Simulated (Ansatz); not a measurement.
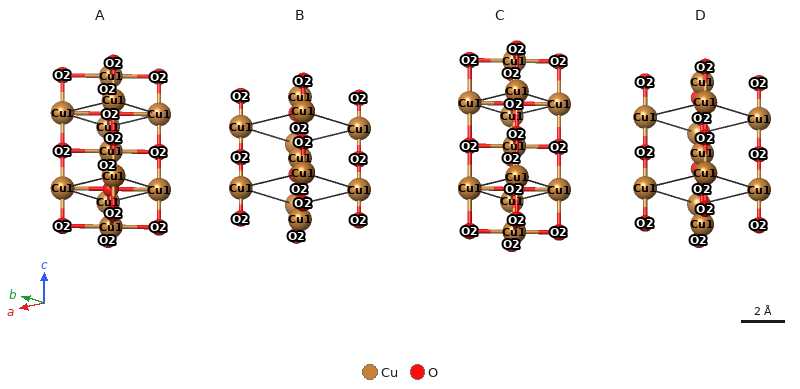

4 geometries from one relaxation of solid CuO (a generated structure, set up in I4/mmm) (coarse preliminary run), in shuffled order. Style: ball-and-stick. Shown: the conventional cell (2 times the calculation's cell), from a free direction. Lengths and directions refer to the drawn axes.

These are results of Ansatz 0.2.0, DFT PBE, scalar-relativistic, plane waves, PAW, not measurements. Settings: plane-wave cutoff 420 eV; k-point mesh 8 × 8 × 8; occupations gaussian; smearing width 0.1 eV; collinear spin; cell and atoms relaxed; force threshold 0.04 eV/Å; at most 70 steps.

Order the frames from highest to lowest energy.

B, D, A, C. They are steps 0, 4, 7, 17, at +2.347 eV per cell of the calculation, +0.430 eV per cell of the calculation, +0.202 eV per cell of the calculation relative to the last. Over 13 accepted moves (17 points after the start) the energy falls by 2.347 eV per cell of the calculation. All forces vanish by symmetry, so only the cell relaxes. The pressure goes from 75.02 to 0.03 GPa. The line search rejected the trial step at point 8 of the run. The SCF was repeated 3 times at an unchanged geometry on a basis and grid sized afresh for the cell, which shifted the energy by 0.104 eV per cell of the calculation at most. No atom moves by more than 0.005 Å relative to the cell. The volume changes by −20.1 %, with a = b 3.977 → 3.008 Å (−24.4 %), c 3.021 → 4.218 Å (+39.6 %). Among the contacts that change: Cu1–O2 2.812 → 2.127 Å, Cu1–O2 (another image) 1.510 → 2.109 Å. New bonds form: Cu1–O2 (2.81 → 2.13 Å). The space group stays I4/mmm (No. 139). The program noted that the starting moments weren't kept. The run may lie on a higher electronic state than the lowest, so the end point isn't shown to be the ground-state structure.
